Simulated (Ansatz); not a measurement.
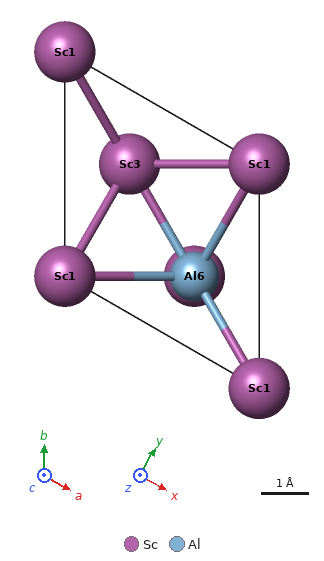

Solid Sc2Al (P6_3/mmc): the cell is strained along y alone, with the atoms kept at their fractional coordinates. x, y and z are the Cartesian axes of the input. The picture shows the reference cell. Style: ball-and-stick. Shown: the cell of the calculation, along the c axis.

The calculation used DFT PBEsol, scalar-relativistic, plane waves, PAW (Ansatz). (plane-wave cutoff 420 eV; k-point mesh 12 × 12 × 8; occupations gaussian; smearing width 0.15 eV; no spin polarisation). Energies (free energies at the smearing named) are counted from the relaxed crystal.

Input file:
```yaml
crystal:
  lattice:
    - [4.8508989717, 0.0, 0.0]
    - [-2.4254494858, 4.2010017407, 0.0]
    - [0.0, 0.0, 6.0854513205]
  atoms:
    - { symbol: Sc, position: [0.0, 0.0, 0.0] }
    - { symbol: Sc, position: [0.0, 0.0, 0.5] }
    - { symbol: Sc, position: [0.3333333333, 0.6666666667, 0.75] }
    - { symbol: Sc, position: [0.6666666667, 0.3333333333, 0.25] }
    - { symbol: Al, position: [0.3333333333, 0.6666666667, 0.25] }
    - { symbol: Al, position: [0.6666666667, 0.3333333333, 0.75] }
basis:
  ecutwfc: 420
kpoints:
  mp_grid: { grid: [12, 12, 8] }
hamiltonian:
  xc: pbesol
scf:
  occupations: { method: gaussian, width: 0.15 }
output:
  forces: true
  stress: true
  eigenvalues: true
  write_density: true
  write_potential: true
  elf: true
  volumetric_format: npy
```

Command:
```bash
ansatz run input.yaml --threads 1 --pin off --max-ram 2560MiB --backend cpu --events-out ev --progress --plain --runs-dir out
```

Question: Predict the energy profile (the strain: −0.100, −0.050, 0.000, 0.025, 0.075, 0.100).

Answer:
| strain | energy change (meV/atom) |
| --- | --- |
| −0.100 | 124.2 |
| −0.050 | 27.9 |
| 0.000 | 0.0 |
| 0.025 | 6.1 |
| 0.075 | 48.4 |
| 0.100 | 81.0 |

The lowest computed point lies at the strain 0.00 (0.0 meV/atom). The end points stand at 124.2 meV/atom (−0.10) and 81.0 meV/atom (0.10). The distortion takes the space group from P6_3/mmc to Cmcm. At the strain −0.10 the cell of the drawing goes b 4.851 → 4.492 Å, γ 120.0° → 122.7°.
